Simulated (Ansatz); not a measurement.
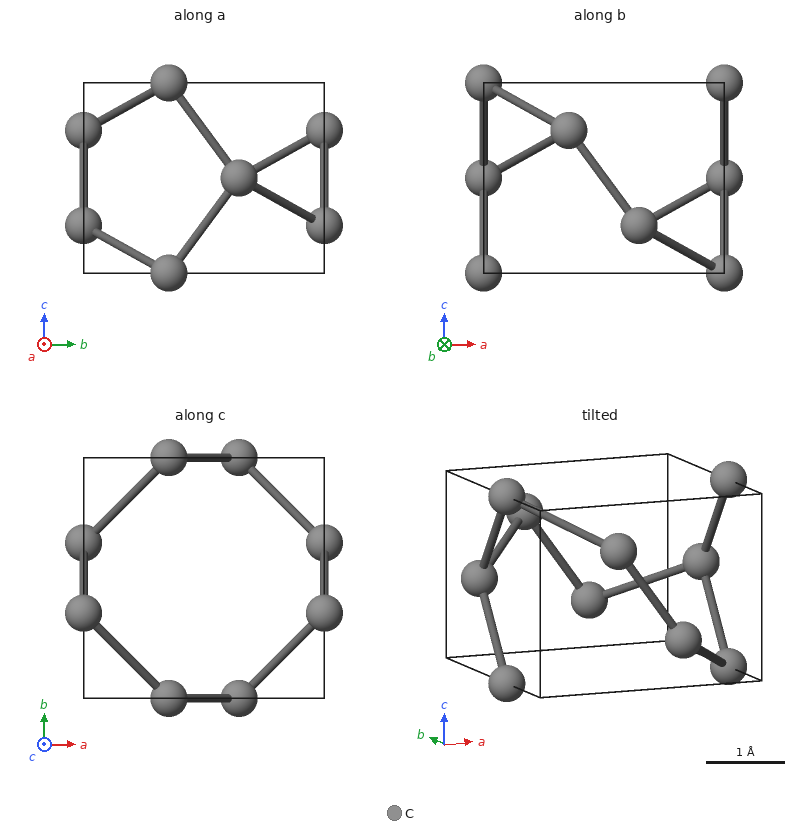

Ball-and-stick representation of a periodic structure, projected along the a axis, along the b axis, along the c axis and slightly off an axis. Thin lines show the conventional unit cell, with boundary atoms drawn in all their periodic places.

Lattice parameters: a = 3.106 Å, b = 3.106 Å, c = 2.452 Å, α = 90.00°, β = 90.00°, γ = 90.00°. Put a along x and b in the xy plane.

> Give the structure in the form of a POSCAR file, with free fractional coordinates to two decimals.

```
C
1.0
     3.106    0.000    0.000
     0.000    3.106    0.000
     0.000    0.000    2.452
C
4
Direct
  0.35 0.00 0.75
  0.65 0.00 0.25
  0.00 0.35 0.00
  0.00 0.65 0.50
```

The model was built from a structure type filled with this element by a generator (whether the element takes this form wasn't checked). This is the structure after a relaxation with DFT PBE, scalar-relativistic, plane waves, PAW in Ansatz 0.2.0.
